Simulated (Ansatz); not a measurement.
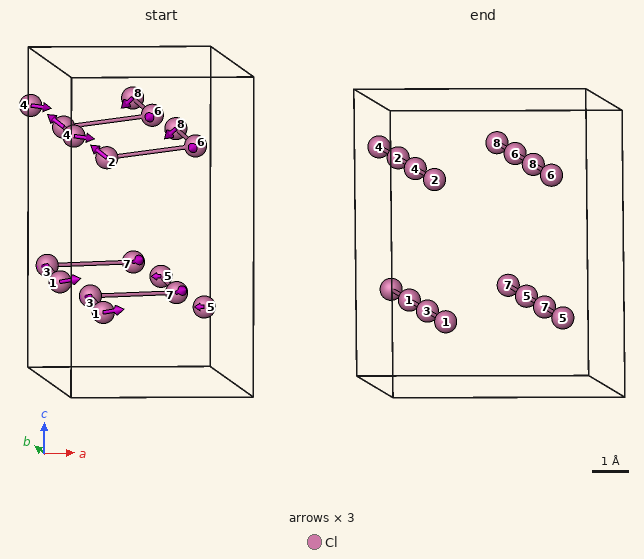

The structure of crystalline Cl (a generated structure, set up in P1) (coarse preliminary run) before (left) and after (right) a relaxation, at one scale. The purple arrows give the displacements (the part carried along by the change of the cell is left out), 3 times their true length.

Style: ball-and-stick. Shown: the cell of the calculation, repeated 1 × 2 × 1 with one cell outlined, slightly off an axis.

Method: Ansatz 0.2.0, DFT PBE, scalar-relativistic, plane waves, PAW.

Input file:
```yaml
crystal:
  lattice:
    - [5.2042367858, -0.0587681204, -0.0786691765]
    - [-0.0587681204, 5.3532652727, -0.0184552608]
    - [-0.1357468399, -0.0318452975, 9.0733845501]
  atoms:
    - { symbol: Cl, position: [0.2431744577, 0.2817725271, 0.2389276079] }
    - { symbol: Cl, position: [0.2464679969, 0.2200879748, 0.7282899417] }
    - { symbol: Cl, position: [0.2697470388, 0.692416601, 0.2510026834] }
    - { symbol: Cl, position: [0.1928792341, 0.7564702938, 0.7446738269] }
    - { symbol: Cl, position: [0.7901217041, 0.2540845244, 0.2576388296] }
    - { symbol: Cl, position: [0.744716479, 0.2696211514, 0.7593849297] }
    - { symbol: Cl, position: [0.7671680402, 0.7963686347, 0.250661733] }
    - { symbol: Cl, position: [0.7457250492, 0.7291782927, 0.7694204477] }
basis:
  ecutwfc: 420
kpoints:
  mp_grid: { grid: [4, 4, 4] }
hamiltonian:
  xc: pbe
scf:
  occupations: { method: gaussian, width: 0.2 }
  lower_state_search: "off"
output:
  forces: true
  stress: true
  eigenvalues: true
relax:
  adjacent_minimum: "off"
  f_tol: 0.025
  max_steps: 60
  cell: { stress_tol: 0.25 }
```

Launched with:
```bash
ansatz run input.yaml --threads 1 --pin off --max-ram 2560MiB --backend cpu --events-out ev --progress --plain --runs-dir out
```

Question: Describe what moved and what it gained.

Answer: The run was cut off at its time limit before the relaxation converged, so the last structure is only a point on the way. The largest move relative to the cell is that of Cl3, 0.29 Å roughly along +b. The drawn cell changes as follows: a 5.205 → 6.638 Å (+27.5 %), b 5.354 → 4.629 Å (−13.5 %), c 9.074 → 8.182 Å (−9.8 %), α 90.4° → 93.7°, β 91.7° → 92.9°, γ 91.3° → 90.2°; the volume changes by −0.8 %. Some distances before and after: Cl4–Cl8 2.346 → 3.269 Å, Cl1–Cl5 2.371 → 3.288 Å, Cl1–Cl3 3.164 → 2.313 Å, Cl2–Cl6 2.608 → 3.343 Å. New bonds form: Cl1–Cl3 (3.16 → 2.31 Å), Cl2–Cl4 (2.89 → 2.31 Å), Cl5–Cl7 (2.91 → 2.31 Å), Cl6–Cl8 (2.90 → 2.31 Å). Bonds break: Cl1–Cl5 (2.37 → 3.29 Å), Cl4–Cl8 (2.35 → 3.27 Å). The space group stays P1 (No. 1). Over 10 geometry steps the energy falls by 409 meV per atom. Largest force component: 1.3 eV/Å at the start, 0.083 eV/Å at the end. The pressure goes from 2.24 to 0.00 GPa. The run took 9.6 min on 1 thread of Arm Neoverse N1 (shared host), peak memory 0.52 GiB.
